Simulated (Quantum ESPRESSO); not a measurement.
# Relaxation of cell and atoms of ZrSe2 (part 2 of 2)

Continued. System: ZrSe2 (P-3m1, 3 atoms in the cell). Method: Kohn-Sham DFT of a periodic cell, rev-vdW-DF2, PseudoDojo 0.4.1 SR PBE standard, no spin polarisation (Quantum ESPRESSO 7.5); cutoff 1170.09 eV, 4×4×3 k-mesh, fermi-dirac of 0.05 eV. The structure derives from an entry of the Crystallography Open Database.

Geometry of the input (Å; fractional positions):
```
3.7980  0.0000  0.0000
-1.8990  3.2892  0.0000
0.0000  0.0000  6.1920
Zr 0.0000  0.0000  0.0000
Se 0.6667  0.3333  0.7500
Se 0.3333  0.6667  0.2500
```

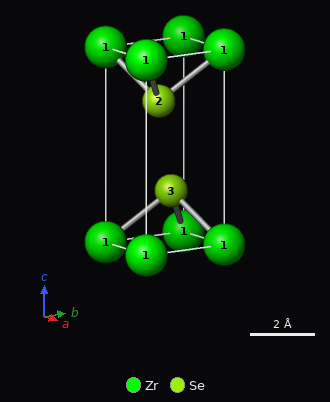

Fig. 1: The structure (ball-and-stick view of the cell of the calculation, seen slightly off an axis; atoms are numbered from 1 in the order of the input).

What the program printed, continued:
```
     iteration # 10     ecut=    86.00 Ry     beta= 0.50
     Davidson diagonalization with overlap
     ethr =  4.45E-12,  avg # of iterations =  2.0

     End of self-consistent calculation

          k = 0.0000 0.0000 0.0000 (  7043 PWs)   bands (ev):

   -40.5830 -37.6106 -37.6106 -37.6105 -37.6105 -37.6023 -37.6021 -37.5986
   -37.5986 -37.5984 -37.5984 -18.6569 -18.5367 -18.5367  -4.3058  -3.0674
     4.2898   6.2026   6.2026   8.8804   8.8804   8.9354   9.9424   9.9424
    10.4778  13.2386  13.2386  13.6599  14.0946  17.9864  17.9864

          k = 0.0000 0.0000 0.2045 (  7042 PWs)   bands (ev):

   -40.5830 -37.6107 -37.6107 -37.6103 -37.6103 -37.6023 -37.6021 -37.5986
   -37.5986 -37.5984 -37.5984 -18.6571 -18.5367 -18.5367  -4.1326  -3.3213
     4.9935   6.2370   6.2370   7.4427   8.7563   8.7563   9.9227   9.9227
    10.8264  13.5231  13.5231  14.4070  15.0272  18.1362  18.1388

          k = 0.0000 0.2887 0.0000 (  7042 PWs)   bands (ev):

   -40.5782 -37.6107 -37.6106 -37.6102 -37.6092 -37.6021 -37.6019 -37.5985
   -37.5984 -37.5983 -37.5981 -18.6374 -18.6264 -18.5564  -3.8164  -3.1209
     5.0453   5.7438   6.2310   6.4311   7.8248   8.3107   9.7878  10.9952
    11.1836  13.1188  13.3681  15.7278  16.3558  17.5365  18.0134

          k = 0.0000 0.2887 0.2045 (  7049 PWs)   bands (ev):

   -40.5782 -37.6105 -37.6105 -37.6104 -37.6094 -37.6021 -37.6020 -37.5986
   -37.5984 -37.5984 -37.5981 -18.6375 -18.6265 -18.5564  -3.7121  -3.2435
     4.9800   5.7079   6.3639   6.4608   7.9412   8.3268   9.7017  11.0651
    11.7345  12.3989  13.0787  15.5155  15.7992  17.5075  18.6955

          k = 0.0000-0.5774 0.0000 (  7020 PWs)   bands (ev):

   -40.5733 -37.6108 -37.6106 -37.6100 -37.6080 -37.6019 -37.6019 -37.5985
   -37.5984 -37.5981 -37.5978 -18.7198 -18.6119 -18.5760  -3.3400  -3.0733
     4.3771   6.0412   6.2753   6.4250   6.8239   7.5867   9.4918  11.3724
    11.7124  13.7373  13.9468  14.9215  16.1096  17.3943  17.7911

          k = 0.0000-0.5774 0.2045 (  7002 PWs)   bands (ev):

   -40.5733 -37.6107 -37.6106 -37.6102 -37.6079 -37.6019 -37.6018 -37.5985
   -37.5984 -37.5981 -37.5979 -18.7198 -18.6120 -18.5760  -3.4116  -2.9871
     4.3096   5.4660   6.2912   6.4181   7.6976   7.8231   9.3732  11.3694
    11.7002  13.5110  13.9643  14.3336  15.3429  16.8894  18.7583

          k = 0.2500 0.4330 0.0000 (  7035 PWs)   bands (ev):

   -40.5733 -37.6107 -37.6104 -37.6103 -37.6080 -37.6019 -37.6018 -37.5984
   -37.5984 -37.5981 -37.5980 -18.6838 -18.6171 -18.6078  -3.2591  -3.1577
     5.0519   5.5864   5.9744   6.3352   6.5939   7.4965  10.4646  11.2935
    11.5097  12.6197  13.8126  15.7541  17.2460  18.1174  18.1375

          k = 0.2500 0.4330 0.2045 (  7013 PWs)   bands (ev):

   -40.5733 -37.6107 -37.6105 -37.6104 -37.6079 -37.6019 -37.6018 -37.5984
   -37.5983 -37.5981 -37.5980 -18.6837 -18.6172 -18.6079  -3.2660  -3.1493
     4.9873   5.2278   6.2314   6.5257   6.8089   7.4384  10.4583  10.8969
    11.5304  12.9322  13.8845  15.9977  16.5427  17.4357  17.8567

          k = 0.0000 0.2887-0.2045 (  7049 PWs)   bands (ev):

   -40.5782 -37.6107 -37.6106 -37.6102 -37.6092 -37.6021 -37.6020 -37.5986
   -37.5984 -37.5983 -37.5981 -18.6376 -18.6264 -18.5564  -3.6493  -3.3200
     5.2081   5.6558   6.4602   6.5503   7.7497   7.8385   9.7677  11.0364
    11.2794  12.9631  13.4669  15.7234  16.6943  17.5674  18.5940

     the Fermi energy is     9.1225 ev

!    total energy              =    -586.09548554 Ry
     estimated scf accuracy    <          3.1E-10 Ry
     smearing contrib. (-TS)   =      -0.00007329 Ry
     internal energy E=F+TS    =    -586.09541225 Ry

     The total energy is F=E-TS. E is the sum of the following terms:
     one-electron contribution =    -323.38661952 Ry
     hartree contribution      =     171.50586617 Ry
     xc contribution           =    -116.45786490 Ry
     ewald contribution        =    -317.75679400 Ry

     convergence has been achieved in  10 iterations

     Forces acting on atoms (cartesian axes, Ry/au):

     atom    1 type  1   force =    -0.00000000    0.00000000    0.00000000
     atom    2 type  2   force =     0.00000000   -0.00000000   -0.00759415
     atom    3 type  2   force =    -0.00000000    0.00000000    0.00759415

     Total force =     0.010740     Total SCF correction =     0.000123

     Computing stress (Cartesian axis) and pressure

          total   stress  (Ry/bohr**3)                   (kbar)     P=        5.55
   0.00003022  -0.00000000   0.00000000            4.45       -0.00        0.00
  -0.00000000   0.00003022   0.00000000           -0.00        4.45        0.00
   0.00000000   0.00000000   0.00005283            0.00        0.00        7.77

     BFGS Geometry Optimization
     Energy error            =      1.7E-04 Ry
     Gradient error          =      7.6E-03 Ry/Bohr
     Cell gradient error     =      7.8E+00 kbar

     number of scf cycles    =   1
     number of bfgs steps    =   0

     enthalpy           new  =    -586.0954855393 Ry

     new trust radius        =       0.0075941479 bohr
     new conv_thr            =       0.0000000006 Ry

     new unit-cell volume =    523.47666 a.u.^3 (    77.57124 Ang^3 )
     density =      5.33381 g/cm^3

CELL_PARAMETERS (angstrom)
   3.800869620  -0.000000000   0.000000000
  -1.900434810   3.291649648   0.000000000
   0.000000000   0.000000000   6.200177783

ATOMIC_POSITIONS (crystal)
Zr              -0.0000000000        0.0000000000        0.0000000000
Se               0.6666666667        0.3333333333        0.7493509932
Se               0.3333333333        0.6666666667        0.2506490068

     NEW-OLD atomic charge density approx. for the potential
     New effective cutoffs (rho, wfc):  343.25   85.84

     Self-consistent Calculation

[... 77 further cycles ...]
     iteration #  3     ecut=    86.00 Ry     beta= 0.50
     Davidson diagonalization with overlap
     ethr =  2.40E-04,  avg # of iterations =  2.0

     total energy              =    -586.09198399 Ry
     estimated scf accuracy    <       0.03212778 Ry

     iteration #  4     ecut=    86.00 Ry     beta= 0.50
     Davidson diagonalization with overlap
     ethr =  7.30E-05,  avg # of iterations =  1.1

     total energy              =    -586.09561241 Ry
     estimated scf accuracy    <       0.00118201 Ry

     iteration #  5     ecut=    86.00 Ry     beta= 0.50
     Davidson diagonalization with overlap
     ethr =  2.69E-06,  avg # of iterations =  3.4

     total energy              =    -586.09579407 Ry
     estimated scf accuracy    <       0.00014123 Ry

     iteration #  6     ecut=    86.00 Ry     beta= 0.50
     Davidson diagonalization with overlap
     ethr =  3.21E-07,  avg # of iterations =  1.4

     total energy              =    -586.09582463 Ry
     estimated scf accuracy    <       0.00001244 Ry

     iteration #  7     ecut=    86.00 Ry     beta= 0.50
     Davidson diagonalization with overlap
     ethr =  2.83E-08,  avg # of iterations =  2.0

     total energy              =    -586.09582595 Ry
     estimated scf accuracy    <       0.00000052 Ry

     iteration #  8     ecut=    86.00 Ry     beta= 0.50
     Davidson diagonalization with overlap
     ethr =  1.19E-09,  avg # of iterations =  3.1

     total energy              =    -586.09582612 Ry
     estimated scf accuracy    <       0.00000012 Ry

     iteration #  9     ecut=    86.00 Ry     beta= 0.50
     Davidson diagonalization with overlap
     ethr =  2.73E-10,  avg # of iterations =  1.9

     total energy              =    -586.09582614 Ry
     estimated scf accuracy    <          4.6E-10 Ry

     iteration # 10     ecut=    86.00 Ry     beta= 0.50
     Davidson diagonalization with overlap
     ethr =  1.05E-12,  avg # of iterations =  4.4

     total energy              =    -586.09582614 Ry
     estimated scf accuracy    <          6.5E-11 Ry

     iteration # 11     ecut=    86.00 Ry     beta= 0.50
     Davidson diagonalization with overlap
     ethr =  1.47E-13,  avg # of iterations =  2.0

     total energy              =    -586.09582614 Ry
     estimated scf accuracy    <          7.1E-12 Ry

     iteration # 12     ecut=    86.00 Ry     beta= 0.50
     Davidson diagonalization with overlap
     ethr =  1.00E-13,  avg # of iterations =  1.0

     End of self-consistent calculation

          k = 0.0000 0.0000 0.0000 (  6935 PWs)   bands (ev):

   -40.3901 -37.4185 -37.4185 -37.4181 -37.4181 -37.4120 -37.4118 -37.4050
   -37.4050 -37.4049 -37.4049 -18.4584 -18.3399 -18.3399  -4.1169  -2.8515
     4.4347   6.4658   6.4658   9.1083   9.1083   9.2181  10.1582  10.1582
    10.6249  13.3299  13.3299  13.8658  14.2602  18.1724  18.1724

          k =-0.0000 0.0000 0.2066 (  6958 PWs)   bands (ev):

   -40.3901 -37.4185 -37.4185 -37.4181 -37.4181 -37.4119 -37.4118 -37.4050
   -37.4050 -37.4048 -37.4048 -18.4587 -18.3399 -18.3399  -3.9138  -3.1468
     5.1947   6.5087   6.5087   7.6212   8.9571   8.9571  10.1351  10.1351
    10.9886  13.6570  13.6570  14.6165  15.2659  18.3449  18.3449

          k = 0.0000 0.2890-0.0000 (  6950 PWs)   bands (ev):

   -40.3851 -37.4186 -37.4185 -37.4179 -37.4171 -37.4118 -37.4116 -37.4049
   -37.4049 -37.4047 -37.4046 -18.4392 -18.4290 -18.3596  -3.6273  -2.9022
     5.2069   5.9925   6.4426   6.6865   8.0438   8.4757   9.9637  11.1874
    11.3534  13.3483  13.5222  15.9586  16.5416  17.7982  18.1825

          k = 0.0000 0.2890 0.2066 (  6955 PWs)   bands (ev):

   -40.3851 -37.4183 -37.4182 -37.4182 -37.4173 -37.4117 -37.4116 -37.4050
   -37.4048 -37.4047 -37.4045 -18.4393 -18.4291 -18.3596  -3.5101  -3.0400
     5.1560   5.9044   6.6044   6.6991   8.1856   8.5302   9.8858  11.2696
    11.9399  12.5856  13.1914  15.6849  15.8788  17.7896  18.9368

          k =-0.0000-0.5781 0.0000 (  6952 PWs)   bands (ev):

   -40.3801 -37.4187 -37.4184 -37.4178 -37.4161 -37.4116 -37.4115 -37.4049
   -37.4048 -37.4044 -37.4043 -18.5221 -18.4137 -18.3793  -3.1190  -2.8825
     4.5807   6.2695   6.4615   6.6776   6.9565   7.7783   9.6545  11.5944
    11.9489  13.8800  14.1219  15.1234  16.3480  17.5698  17.9450

          k =-0.0000-0.5781 0.2066 (  6926 PWs)   bands (ev):

   -40.3801 -37.4186 -37.4185 -37.4180 -37.4160 -37.4115 -37.4115 -37.4049
   -37.4048 -37.4044 -37.4043 -18.5221 -18.4139 -18.3792  -3.2073  -2.7770
     4.5137   5.6102   6.5140   6.6216   7.9173   8.0641   9.5395  11.5914
    11.9349  13.6292  14.1277  14.5023  15.5375  17.0961  18.9736

          k = 0.2503 0.4335-0.0000 (  6933 PWs)   bands (ev):

   -40.3801 -37.4186 -37.4183 -37.4180 -37.4161 -37.4116 -37.4115 -37.4048
   -37.4047 -37.4045 -37.4044 -18.4863 -18.4194 -18.4103  -3.0630  -2.9403
     5.2523   5.8092   6.1406   6.5421   6.7901   7.6952  10.6656  11.4864
    11.7407  12.7942  13.9765  15.9003  17.3947  18.3096  18.4585

          k = 0.2503 0.4335 0.2066 (  6931 PWs)   bands (ev):

   -40.3801 -37.4185 -37.4184 -37.4182 -37.4159 -37.4115 -37.4115 -37.4048
   -37.4047 -37.4045 -37.4044 -18.4863 -18.4194 -18.4104  -3.0715  -2.9299
     5.1815   5.4102   6.4468   6.7307   7.0378   7.6156  10.6482  11.0676
    11.7609  13.1231  14.0705  16.1737  16.7447  17.6074  18.1223

          k = 0.0000 0.2890-0.2066 (  6955 PWs)   bands (ev):

   -40.3851 -37.4186 -37.4185 -37.4180 -37.4171 -37.4117 -37.4116 -37.4050
   -37.4048 -37.4047 -37.4046 -18.4394 -18.4290 -18.3596  -3.4340  -3.1319
     5.3870   5.8983   6.7215   6.7787   7.9556   7.9829   9.9514  11.2346
    11.4454  13.1810  13.6338  15.9620  16.8517  17.8323  18.7065

     the Fermi energy is     9.3368 ev

!    total energy              =    -586.09582614 Ry
     estimated scf accuracy    <          2.4E-13 Ry
     smearing contrib. (-TS)   =      -0.00015017 Ry
     internal energy E=F+TS    =    -586.09567597 Ry

     The total energy is F=E-TS. E is the sum of the following terms:
     one-electron contribution =    -315.83504665 Ry
     hartree contribution      =     168.04440004 Ry
     xc contribution           =    -116.44866789 Ry
     ewald contribution        =    -321.85636147 Ry

     convergence has been achieved in  12 iterations

     Forces acting on atoms (cartesian axes, Ry/au):

     atom    1 type  1   force =     0.00000000    0.00000000   -0.00000000
     atom    2 type  2   force =     0.00000000   -0.00000000   -0.00013109
     atom    3 type  2   force =     0.00000000    0.00000000    0.00013109

     Total force =     0.000185     Total SCF correction =     0.000002

     Computing stress (Cartesian axis) and pressure

          total   stress  (Ry/bohr**3)                   (kbar)     P=        0.14
   0.00000065   0.00000000   0.00000000            0.10        0.00        0.00
   0.00000000   0.00000065   0.00000000            0.00        0.10        0.00
  -0.00000000  -0.00000000   0.00000159           -0.00       -0.00        0.23

=------------------------------------------------------------------------------=
   JOB DONE.
=------------------------------------------------------------------------------=
```

Key numbers:

```tsv
quantity	value
outcome	converged
space group (tolerance 0.01 Å)	P-3m1 (164)
electrons treated	44
free energy	−7974.2400 eV
Fermi energy	9.337 eV
gap on the k-point mesh	0.32 eV
pressure	0.01 GPa
final volume	76.37 Å³
largest force (length of the vector) at the end	0.003 eV/Å
final cell	a = 3.793 Å, b = 3.793 Å, c = 6.128 Å, α = 90.00°, β = 90.00°, γ = 120.00°
hardware	1 thread of Arm Neoverse V2, 24 GiB of memory available, shared host
wall time	7.1 min
peak memory	0.21 GiB
```

Further notes kept with the run: potentials made for another functional. Points of doubt noted for this run: coarse mesh; potentials made for another functional.
